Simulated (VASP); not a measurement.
Consider NaH.

```
Na H
1.0
     2.95512    0.00000    0.00000
     0.00000    2.95512    0.00000
     0.00000    0.00000    2.95512
Na H
1 1
Direct
  0.00000 0.00000 0.00000
  0.50000 0.50000 0.50000
```

Space group Pm-3m; a structure from a database of computed crystals, not necessarily the ambient phase; computed pressure about −2 GPa in this cell.

Method: Kohn-Sham DFT of a periodic cell, PBE, VASP PAW PBE potentials, gw, light (VASP).

Q: What can the converged valence pseudo-density and electron localisation function tell about the bonding?

A: Na–H (2.56 Å): the density is about 0.06 e/Å³ at the midpoint; the ELF climbs to about 1 towards the hydrogen (an ionic contact to a hydride ion).

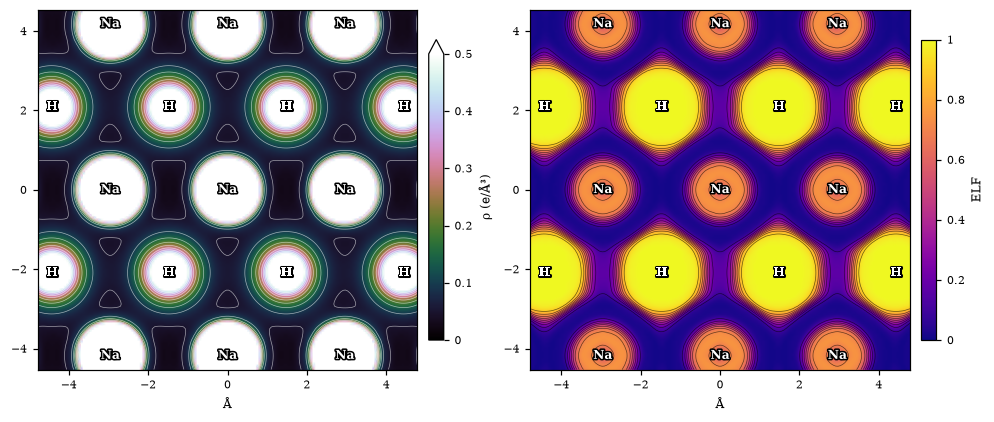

Computed valence pseudo-density and electron localisation function on the (011) plane of the conventional cell, in this order. 
